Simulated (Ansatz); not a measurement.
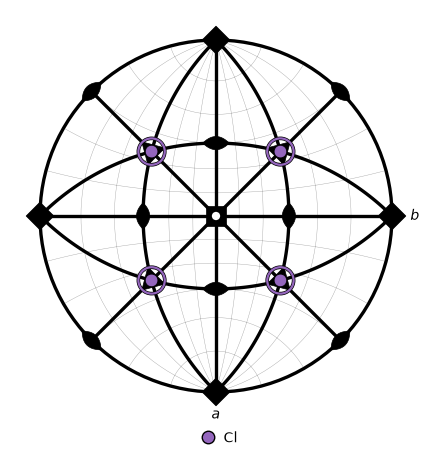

Crystal: SrCl2, a calculation's input that goes back to an entry of the Crystallography Open Database (an earlier step may have relaxed or displaced it). Directions from one strontium atom at (0, 0, 0) to its bonded neighbours, in stereographic projection down c (filled: above the plane of the page or in it, open: below). The drawing is computed from the coordinates (standard cell, symmetry found to 0.002 Å).

Neighbours are counted up to 3.62 Å for Cl. The symmetry elements of the site are drawn in: heavy lines are mirror planes (a heavy rim: a mirror in the plane of the page); lens, triangle, square and hexagon are 2-, 3-, 4- and 6-fold axes, a lens in an open square is −4, a triangle in an open hexagon −6; thin dashed diameters join the ends of axes that lie in the page; a small open circle marks inversion.

```cif
data_structure
_symmetry_space_group_name_H-M 'P 1'
_symmetry_Int_Tables_number 1
_cell_length_a 6.9710
_cell_length_b 6.9710
_cell_length_c 6.9710
_cell_angle_alpha 90.000
_cell_angle_beta 90.000
_cell_angle_gamma 90.000
_cell_volume 338.75
loop_
_atom_site_label
_atom_site_type_symbol
_atom_site_fract_x
_atom_site_fract_y
_atom_site_fract_z
_atom_site_occupancy
Sr1 Sr 0.00000 0.00000 0.00000 1
Cl1 Cl 0.25000 0.75000 0.75000 1
Cl2 Cl 0.25000 0.25000 0.75000 1
Sr2 Sr 0.00000 0.50000 0.50000 1
Cl3 Cl 0.25000 0.25000 0.25000 1
Cl4 Cl 0.25000 0.75000 0.25000 1
Sr3 Sr 0.50000 0.00000 0.50000 1
Cl5 Cl 0.75000 0.75000 0.25000 1
Cl6 Cl 0.75000 0.25000 0.25000 1
Sr4 Sr 0.50000 0.50000 0.00000 1
Cl7 Cl 0.75000 0.25000 0.75000 1
Cl8 Cl 0.75000 0.75000 0.75000 1
```

### How many neighbours are there, and at what angles?

8: 8 Cl at 3.02 Å. Angles between bonds: 71° (12×), 109° (12×), 180° (4×).

### What is the site's symmetry in the crystal?

Point group m-3m (Oh), order 48: three fourfold axes, four threefold axes, six twofold axes, nine mirror planes, an inversion centre. In No. 225, Fm-3m this is Wyckoff position 4a.
